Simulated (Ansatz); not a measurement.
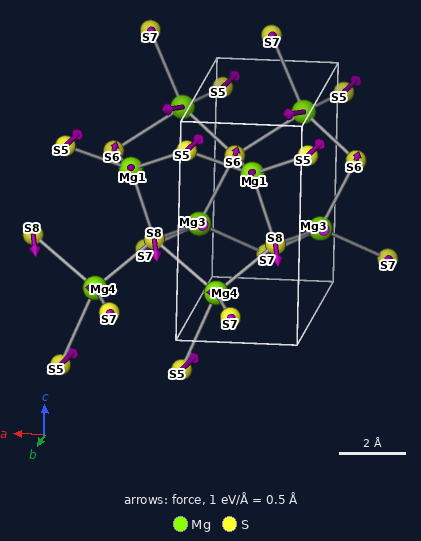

Starting geometry of a crystal of MgS (a generated structure, set up in P1) (coarse preliminary run) with the computed forces as purple arrows. A ball-and-stick model of the cell of the calculation, repeated 2 × 1 × 1 with one cell outlined, seen from a free direction.

The calculation used DFT PBE, scalar-relativistic, plane waves, PAW in Ansatz.

Input
```yaml
crystal:
  lattice:
    - [0.0254647667, -0.0413817626, 3.7644995328]
    - [6.9199057263, -0.0560960617, 0.0480444839]
    - [-0.0560960617, 6.994452568, -0.0780751481]
  atoms:
    - { symbol: Mg, position: [0.4938212234, 0.6762914655, 0.6771761885] }
    - { symbol: Mg, position: [0.232373499, 0.1447254542, 0.8125501051] }
    - { symbol: Mg, position: [1.0164725565, 0.347518409, 0.3425116845] }
    - { symbol: Mg, position: [0.7236874308, 0.8346982572, 0.1746730183] }
    - { symbol: S, position: [0.9885219355, 0.855537282, 0.8244393494] }
    - { symbol: S, position: [0.7395199792, 0.3324910035, 0.6556213596] }
    - { symbol: S, position: [0.5082252225, 0.1607533284, 0.1615300546] }
    - { symbol: S, position: [0.2973781532, 0.6479848002, 0.35149824] }
basis:
  ecutwfc: 420
kpoints:
  mp_grid: { grid: [4, 2, 2] }
hamiltonian:
  xc: pbe
scf:
  occupations: { method: gaussian, width: 0.1 }
  lower_state_search: "off"
output:
  forces: true
  stress: true
  eigenvalues: true
relax:
  adjacent_minimum: "off"
  f_tol: 0.025
  max_steps: 60
  cell: { stress_tol: 0.25 }
```

Run as
```bash
ansatz run input.yaml --threads 1 --pin off --max-ram 2560MiB --backend cpu --events-out ev --progress --plain --runs-dir out
```

**Is this structure relaxed? If not, where do the atoms go?**

It isn't relaxed: the largest force vector, on Mg2, is 2.37 eV/Å. The final displacements follow the starting forces only in part (cosine between the two patterns 0.80). The energy falls by 0.749 eV per cell of the calculation in 2 accepted moves (3 points after the start). Largest force component: 2.2 eV/Å at the start, 0.02 eV/Å at the end. The pressure goes from 0.61 to −0.02 GPa. The SCF was repeated once at an unchanged geometry on a basis and grid sized afresh for the cell, which shifted the energy by 0.1 meV per cell of the calculation at most. The largest move relative to the cell is that of S8, 0.25 Å along [−2 1 −1]. By element the largest moves are S 0.25 Å, Mg 0.21 Å. Cell: a 3.765 → 3.702 Å (−1.7 %), b 6.920 → 6.945 Å (+0.4 %), c 6.995 → 6.974 Å (−0.3 %), α 90.9° → 90.1°, β 91.3° → 89.9°, γ 89.2° → 90.1°. Volume −1.6 %. Near-neighbour distances that change, for instance: Mg4–S8 2.779 → 2.474 Å, Mg2–S5 2.217 → 2.490 Å, Mg4–S5 2.672 → 2.492 Å, Mg3–S8 2.345 → 2.494 Å. Bond angles that change, for instance: S6–Mg1–S8 89.0° → 99.0°, S7–Mg4–S8 107.9° → 98.2°, Mg2–S5–Mg4 105.4° → 96.3°. The space group stays P1 (No. 1).
